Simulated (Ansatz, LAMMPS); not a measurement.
# Elastic response of glassy 56SiO2-26Al2O3-18BaO (mol %) (114 atoms): runs compared

Aim: relax glassy 56SiO2-26Al2O3-18BaO (mol %) (114 atoms), then change its volume and shape to read moduli from the stress.

Computed with Ansatz 0.2.0: Kohn-Sham DFT, RPBE, PAW (set soft_2), plane waves.

## Step 1: The cell as built

The cell holds 114 atoms: 19 Si, 18 Al, 6 Ba and 71 O. Cell: a = 11.541 Å, b = 11.541 Å, c = 11.541 Å, α = 90.0°, β = 90.0°, γ = 90.0°. 114 atoms (19 Si, 18 Al, 6 Ba, 71 O) placed at random at 3.09 g/cm³, melted at 4000 K for 10 ps at fixed volume with the Morse and Coulomb pair potential with partial charges (Pedone, Malavasi, Menziani, Cormack and Segre, J. Phys. Chem. B 110, 11780 (2006)). Quenched from 4000 K to 300 K at 20 K/ps and fixed volume, held 10 ps at zero pressure, then minimised at fixed cell.

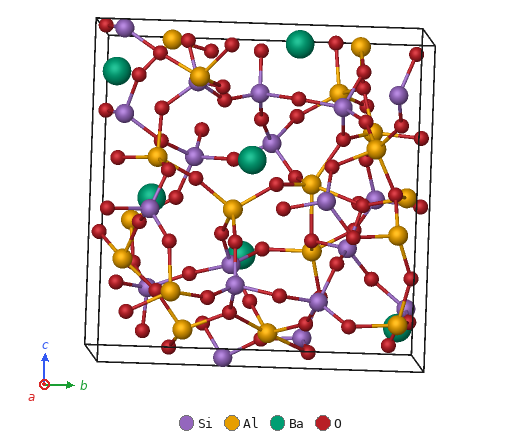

The cell as built.

What the set-up can't give: The quench rate of 20 K/ps is many orders above laboratory rates, so the cell is likely richer in defects and strain than a real sample. The starting topology of bonds comes from the classical model, and needn't be the one that DFT or experiment would give. The Brillouin zone is sampled at Γ only. Spin–orbit coupling is left out, which matters for the levels of the heavy elements.

## Step 2: The reference run

The reference is a single point at the end of the relaxation.

Every strained cell starts from the geometry of this run, and its atoms are relaxed with the cell held.

Its input, with most atom lines left out:

```yaml
crystal:
  lattice:
    - [11.88823, -0.13698, 0.19082]
    - [-0.13698, 11.71259, -0.32738]
    - [0.19082, -0.32738, 12.04181]
  atoms:
    - { symbol: Si, position: [0.40469, 0.94729, 0.17493] }
    - { symbol: Si, position: [0.11312, 0.26356, 0.6462] }
    - { symbol: Si, position: [0.24783, 0.50765, 0.68757] }
    - { symbol: Si, position: [0.63306, 0.68841, 0.17471] }
    - { symbol: Si, position: [0.09665, 0.37825, 0.03385] }
    - { symbol: Si, position: [0.89059, 0.72196, 0.47562] }
    - { symbol: Si, position: [0.31929, 0.4064, 0.28508] }
    [... atom lines 8 to 114 left out ...]
kpoints:
  mp_grid: { grid: [1, 1, 1] }
hamiltonian:
  xc: rpbe
scf:
  occupations: { method: fixed }
output:
  forces: true
  stress: true
  populations: intrinsic
  dos:
    method: { smearing: { sigma: 0.1 } }
    de: 0.1
    projected: { site_lists: { Al: [Al], Ba: [Ba], O: [O], Si: [Si] } }
  eigenvalues: true
  write_density: true
  write_potential: true
  volumetric_format: npy
```

- free energy per atom: -861.2539 eV/atom
- r.m.s. force component: 0.00449 eV/Å
- pressure: 0.004861 GPa

Filled and empty levels are parted by 4.00 eV (at Γ alone); a semilocal functional tends to put such gaps too low. In a disordered cell it changes from sample to sample, and tail or defect levels can set it.

## Step 3: The runs

Each row is one run, on 4 threads of Intel Xeon Platinum 8223CL at 3.00GHz (Skylake/Cascade Lake), shared host. The free energy is the program's total, comparable only between runs with the same functional, potentials and atoms.

| run | atoms | outcome | ionic steps, all passes | free energy (eV) | time | host memory (GiB) |
| --- | --- | --- | --- | --- | --- | --- |
| Single point at the start | 114 | converged | - | -98175.001 | 30 s | 2.0 |
| Cell and atoms relaxed | 114 | converged | 22 | -98182.947 | 5.7 min | 2.1 |
| Single point at the relaxed geometry | 114 | converged | - | -98182.947 | 22 s | 2.3 |
| Volume -3 % | 114 | converged | 8 | -98182.666 | 2 min | 2.3 |
| Volume +3 % | 114 | converged | 7 | -98182.682 | 2.2 min | 2.4 |
| Volume -6 % | 114 | converged | 10 | -98181.855 | 2.4 min | 2.2 |
| Volume +6 % | 114 | converged | 11 | -98181.984 | 3.4 min | 2.5 |
| Volume -10 % | 114 | converged | 18 | -98180.248 | 5.8 min | 2.2 |
| Stretched by 1 % along x | 114 | converged | 6 | -98182.890 | 2.7 min | 2.3 |
| Compressed by 1 % along x | 114 | converged | 7 | -98182.898 | 3.1 min | 2.3 |
| Sheared by 2 % in xy | 114 | converged | 7 | -98182.876 | 3 min | 2.3 |

In some runs the program notes that the SCF threshold is loose for the stress.

## Step 4: Pressure against volume

Atoms are relaxed at each volume, in the scaled cell.

| volume change (%) | volume (Å³/atom) | energy change (meV/atom) | pressure (GPa) | largest move on relaxing (Å) | bonds | gap (eV) |
| --- | --- | --- | --- | --- | --- | --- |
| -10 | 13.222 | 23.67 | 5.65 | 1.25 | 196 | 4.20 |
| -6 | 13.810 | 9.57 | 3.47 | 0.36 | 194 | 4.23 |
| -3 | 14.251 | 2.46 | 1.79 | 0.12 | 191 | 4.13 |
| +0 | 14.691 | 0.00 | 0.00 | - | 185 | 4.00 |
| +3 | 15.132 | 2.32 | -1.63 | 0.15 | 183 | 3.84 |
| +6 | 15.573 | 8.45 | -2.88 | 0.60 | 180 | 3.53 |

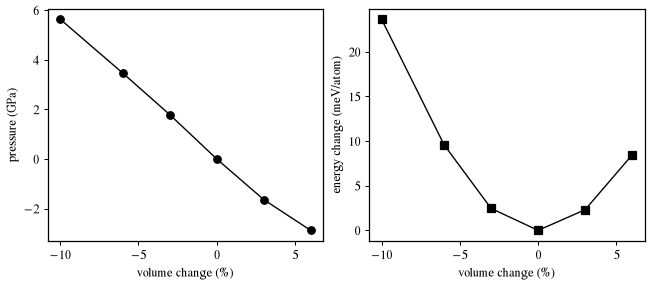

Pressure and energy against volume.

## Step 5: Uniaxial strain and shear

Stress (GPa, compression positive) less that of the relaxed cell, atoms relaxed:

| strain | xx | yy | zz | xy | energy change (meV/atom) |
| --- | --- | --- | --- | --- | --- |
| stretched by 1 % along x | -1.012 | -0.442 | -0.438 | 0.024 | 0.49 |
| compressed by 1 % along x | 0.935 | 0.407 | 0.419 | -0.047 | 0.42 |
| sheared by 2 % in xy | 0.039 | -0.093 | -0.007 | -0.621 | 0.62 |

## Step 6: Findings

The bulk modulus, from the slope of pressure against ln V over the three points nearest the relaxed volume, is 57.1 GPa; between neighbouring points the slope runs 50, 53, 59, 55 and 43 GPa from the smallest volume up, without a steady fall, so no pressure derivative is given. The count of bonds runs from 180 to 196 over the series, so at some points contacts cross the cutoffs. At -10 % and +6 % some atom moved by over 0.5 Å on relaxing, so those points may sit in another local minimum. The gap goes from 4.20 eV at the smallest volume to 3.53 eV at the largest, -4.0 eV per unit of ln V by a straight line, not monotonically (lowest 3.53, highest 4.23 eV), on the run's k-points. In the Cartesian axes of the cell, finite differences give C11 = 97.3, C12 = 42.5, C13 = 42.9 and C66 = 31.0 GPa (the shear of 2 % is the engineering strain, εxy = 0.01). The mean of C11, C12 and C13, which equals the bulk modulus in a cubic or isotropic solid, is 60.9 GPa: it agrees with the bulk modulus within 10 %. For an isotropic solid C66 would equal (C11 − C12)/2 = 27.4 GPa; so small a sample needn't be isotropic, and C66 rests on one shear. With the bulk modulus and C66 as K and G, Young's modulus would be about 79 GPa and Poisson's ratio 0.27.

Caveats: Strains are finite and relaxations stop at the force tolerance of the input, which can leave moduli too stiff; they are those of a static cell at zero temperature. Volumes are changed with the cell's shape held, so in an anisotropic solid the modulus lies over the one under free hydrostatic load. The program notes that the SCF threshold of the relaxations is loose for the stress.

The DFT runs together took 31 min of wall time.

[Logs are printed without paths, hosts, clocks, repeated set-up lines and the standing remarks that a program may print on its own settings, such as how far it seeks lower states.]

[Hosts, paths, dates, database ids (printed as entryN), source tags and the programs' standing remarks are cut or masked in the printed files.]
